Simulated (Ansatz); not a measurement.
Input

```
crystal:
  lattice:
    - [-4.5798011975, 4.5798011975, 4.1155784219]
    - [4.5798011975, -4.5798011975, 4.1155784219]
    - [4.5798011975, 4.5798011975, -4.1155784219]
  atoms:
    - { symbol: Si, position: [0.75543276, 0.11319685, 0.23211066] }
    - { symbol: Si, position: [0.88108619, 0.5233221, 0.76788934] }
    - { symbol: Si, position: [0.11319685, 0.75543276, 0.23211066] }
    - { symbol: Si, position: [0.4766779, 0.24456724, 0.35776409] }
    - { symbol: Si, position: [0.88680315, 0.11891381, 0.64223591] }
    - { symbol: Si, position: [0.5233221, 0.88108619, 0.76788934] }
    - { symbol: Si, position: [0.24456724, 0.4766779, 0.35776409] }
    - { symbol: Si, position: [0.11891381, 0.88680315, 0.64223591] }
    - { symbol: O, position: [0.28333307, 0.0, 0.28333307] }
    - { symbol: O, position: [0.9167487, 0.62593563, 0.0] }
    - { symbol: O, position: [0.63068491, 0.2378251, 0.25333888] }
    - { symbol: O, position: [0.71666693, 0.0, 0.71666693] }
    - { symbol: O, position: [0.62593563, 0.9167487, 0.0] }
    - { symbol: O, position: [0.62265397, 0.36931509, 0.60714019] }
    - { symbol: O, position: [0.36931509, 0.62265397, 0.60714019] }
    - { symbol: O, position: [0.0832513, 0.0832513, 0.70918693] }
    - { symbol: O, position: [0.98448622, 0.37734603, 0.74666112] }
    - { symbol: O, position: [0.0, 0.71666693, 0.71666693] }
    - { symbol: O, position: [0.2378251, 0.63068491, 0.25333888] }
    - { symbol: O, position: [0.01551378, 0.7621749, 0.39285981] }
    - { symbol: O, position: [0.0, 0.28333307, 0.28333307] }
    - { symbol: O, position: [0.7621749, 0.01551378, 0.39285981] }
    - { symbol: O, position: [0.37406437, 0.37406437, 0.29081307] }
    - { symbol: O, position: [0.37734603, 0.98448622, 0.74666112] }
kpoints:
  mp_grid: { grid: [4, 4, 4] }
scf:
  occupations: { method: fermi_dirac, width: 0.02 }
hamiltonian:
  xc: pbe
  pseudopotentials: { kind: paw, frozen_core: stored }
output:
  forces: true
  stress: true
  populations: true
  efg: { quadrupole_moments_barn: { O: -0.02558 }, contact_densities: true }
  write_density: true
  write_potential: true
  elf: true
  volumetric_format: npy
```

Run with:

```sh
ansatz run input.yaml --threads 1 --pin off --max-ram 2560MiB --backend cpu --events-out ev --progress --plain --runs-dir out
```

Below, planes, directions and counts refer to the conventional cell (a = 9.16 Å, b = 9.16 Å, c = 8.23 Å, α = 90.00°, β = 90.00°, γ = 90.00°).

Space group I-42m; a structure from a database of computed crystals, not necessarily the ambient phase; not relaxed (largest force 0.4 eV/Å); computed pressure about 5 GPa in this cell.

The calculation used DFT, PBE, plane-wave PAW, default files, scalar-relativistic, frozen cores not responding in Ansatz 0.2.0.

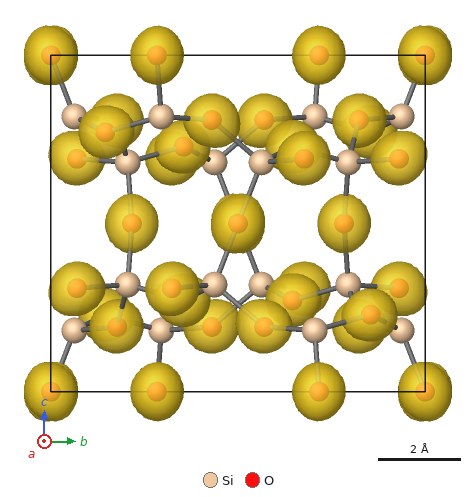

SiO$_{2}$. Isosurface of the valence pseudo-density at 1.5 e/Å³ (yellow), seen along the a axis. Sticks mark near contacts.

In a PAW calculation such maps are meaningful between the atoms, not at the nuclei.

What does this surface tell about the bonding?

At this value the density breaks into separate islands; it holds about 50 % of the electrons treated as valence. It bridges none of the near contacts. It is pinched off along the shortest Si–O (1.61 Å) contacts. On the grid the lowest density along these lines, outside the cores, is 1 e/Å³ (Si–O, 1.61 Å).

Does the calculation make it a metal, or give it a gap?

It is gapped, with a Kohn–Sham gap of 5.8 eV on the k-point mesh (the band edges may lie off the mesh, which would make the gap smaller).
